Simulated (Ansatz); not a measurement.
Se

Input file:

```
crystal:
  lattice:
    - [-2.9118591595, 2.5637119921, 1.3743455092]
    - [2.5637119921, -2.9118591595, 1.3743455092]
    - [3.5228833069, 3.5228833069, -2.0119776839]
  atoms:
    - { symbol: Se, position: [0.0564213915, 0.9435786085, 0.0] }
    - { symbol: Se, position: [0.6935786085, 0.3064213915, 0.5] }
hamiltonian:
  xc: pbesol
  pseudopotentials:
    kind: paw
    azcp:
      Se: "pseudopotentials/Se.paw.azcp"
basis:
  ecutwfc: 420
  fft_grid_basis: typed
kpoints:
  mp_grid: { grid: [16, 16, 8], shift: [0, 0, 0] }
magnetization:
  spin_polarized: false
scf:
  occupations: { method: fermi_dirac, width: 0.1 }
  lower_state_search: "off"
output:
  stress: true
  write_density: true
  write_potential: true
  elf: true
  volumetric_format: npy
```

Below, planes, directions and counts refer to the conventional cell (a = 2.79 Å, b = 7.74 Å, c = 4.55 Å, α = 90.00°, β = 90.84°, γ = 90.00°).

Space group C2/c; set up as Se, beta-Sn type; a generated structure, not necessarily the stable one; changed on purpose from its base cell (volume × 1.0).

All numbers below come from DFT, PBEsol, plane waves (420 eV) with PAW, scalar-relativistic in Ansatz 0.2.0.

The density is the valence pseudo-density of a PAW calculation; it isn't the true density close to the nuclei.

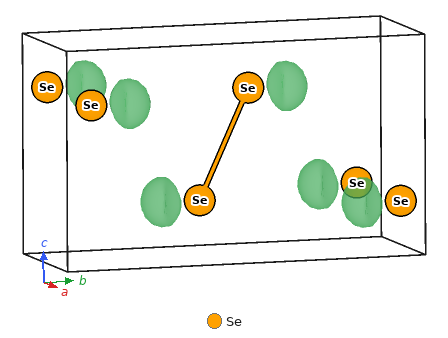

Figure 1. Isosurface of the electron localisation function at 0.85 (green), seen slightly off an axis. Only the valence region is drawn (cores and ρ < 0.01 e/Å³ removed). Sticks mark near contacts.

Where are the electrons localised?

Answer. The ELF exceeds this value in four lobes on Se, pointing away from the bonds (lone pairs, which may merge into one lobe), counted in one cell of 4 atoms. Any copies at cell faces, edges or corners count once.


Se–Se (2.51 Å): the ELF peaks at about 0.75 between the atoms.

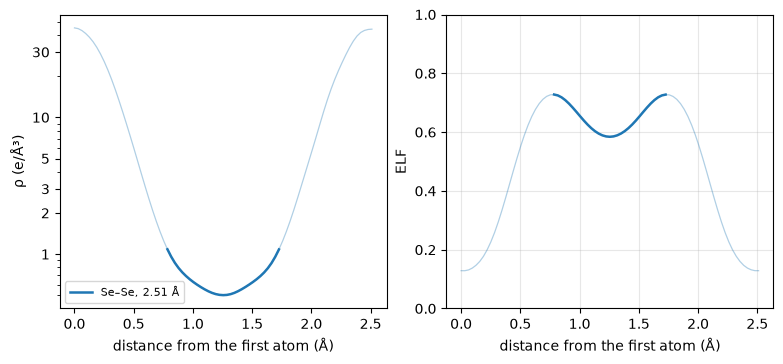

Figure 2. Valence pseudo-density and electron localisation function along straight lines between neighbouring atoms. Thin, pale parts lie inside the atomic spheres.

What can be read from the curves?

Answer. Se–Se (2.51 Å): the density is about 0.5 e/Å³ at the midpoint; the ELF peaks at about 0.75 between the atoms.

Does the calculation make it a metal, or give it a gap?

Answer. It is metallic or semimetallic at this level of theory: no gap opens.
